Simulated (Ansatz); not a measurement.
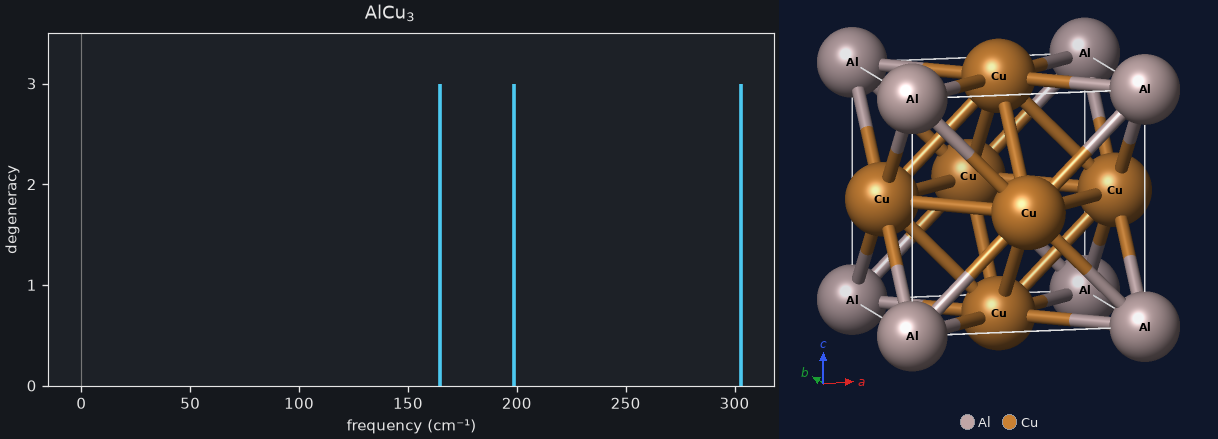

Plotted: zone-centre optical phonon frequencies (the three acoustic modes are left out) for AlCu₃, space group Pm-3m (No. 221). The conventional cell is drawn beside the plot.

Starting cell:
```yaml
crystal:
  lattice:
    - [3.63242, 0.00000, 0.00000]
    - [0.00000, 3.63242, 0.00000]
    - [0.00000, 0.00000, 3.63242]
  atoms:
    - { symbol: Al, position: [0.00000, 0.00000, 0.00000] }
    - { symbol: Cu, position: [0.50000, 0.50000, 0.00000] }
    - { symbol: Cu, position: [0.50000, 0.00000, 0.50000] }
    - { symbol: Cu, position: [0.00000, 0.50000, 0.50000] }
```

Computed with Ansatz 0.2.0: harmonic phonon frequencies at the zone centre with atoms at rest in the given cell, without the long-range term of polar modes, the three translations left out, imaginary frequencies are negative; plane waves with PAW datasets, Γ-centred k mesh. Level: PBEsol, no spin polarisation.

- wave cutoff: 420 eV
- k mesh: 12×12×12
- occupations: Fermi–Dirac
- smearing width: 0.15 eV
- pressure: 0 GPa
- phonon method: linear response

### Is the structure dynamically stable by these modes?

No frequency is imaginary, so the structure is stable to these displacements (zone-boundary modes weren't tested here).

### Where does the highest mode lie?

The highest mode lies at 303.2 cm⁻¹.

### List the optical modes with their degeneracies.

164.9 (×3), 198.6 (×3), 303.2 (×3) cm⁻¹.

Limits of the calculation: metal sensitive to the k mesh.
